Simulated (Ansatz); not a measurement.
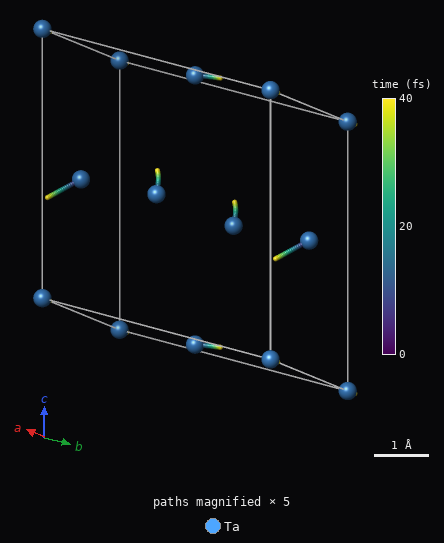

First-principles dynamics of a 4-atom cell of Ta (set up in Fm-3m), 40 fs long. Dots mark each atom's position at evenly spaced times, coloured by time; spheres stand at the starting positions. The excursions are magnified 5 times. Seen from a free direction in the reduced simulation cell.

Level of theory: DFT, LDA, PAW with Ansatz's default frozen-core files, scalar-relativistic in Ansatz. Set-up: plane-wave cutoff 420 eV; k-point mesh 4 × 4 × 8; Fermi-Dirac smearing 0.08 eV; constant energy (NVE); velocities drawn for 800 K; time step 2 fs.

How do the atoms move?

Answer. Root-mean-square distances from the starting positions over the second half, with the common drift of all atoms taken out: Ta 0.08 Å. The run lasts only 40 fs, too short to tell vibration from diffusion. The mean temperature in the second half is 560 K (standard deviation 76 K). The potential energy is still drifting at the end, so the run hasn't reached equilibrium. The potential energy in the second half lies on average 23.3 meV per atom above the first frame. The mean pressure there is −8.5 GPa.
